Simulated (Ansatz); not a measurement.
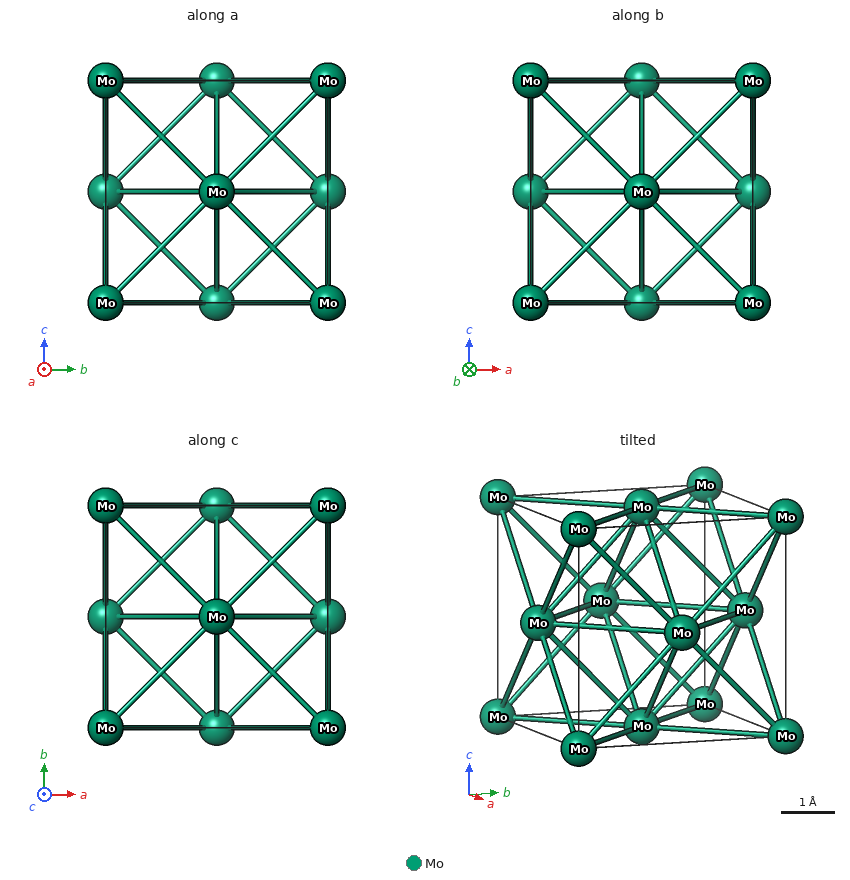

Drawn in the ball-and-stick manner and seen along the a axis, along the b axis, along the c axis and slightly off an axis. Thin lines show the conventional unit cell, with boundary atoms drawn in all their periodic places.

Lattice parameters: a = 4.2112 Å, b = 4.2112 Å, c = 4.2112 Å, α = 90.000°, β = 90.000°, γ = 90.000°.

Transcribe the picture into a CIF in P1 with every atom of the cell.

```cif
data_structure
_symmetry_space_group_name_H-M 'P 1'
_symmetry_Int_Tables_number 1
_cell_length_a 4.2112
_cell_length_b 4.2112
_cell_length_c 4.2112
_cell_angle_alpha 90.000
_cell_angle_beta 90.000
_cell_angle_gamma 90.000
_cell_volume 74.68
loop_
_atom_site_label
_atom_site_type_symbol
_atom_site_fract_x
_atom_site_fract_y
_atom_site_fract_z
_atom_site_occupancy
Mo1 Mo 0.0000 0.0000 0.0000 1
Mo2 Mo 0.0000 0.5000 0.5000 1
Mo3 Mo 0.5000 0.0000 0.5000 1
Mo4 Mo 0.5000 0.5000 0.0000 1
```

The structure comes from a structure type filled with this element by a generator (whether the element takes this form wasn't checked). Earlier steps of the study may have refined or changed the cell and positions. Ansatz was used for an electronic-structure calculation on it.

At this level of theory the cell isn't at rest (stretched, at -19 GPa), so its distances can differ from those at equilibrium, the more so the softer the solid.
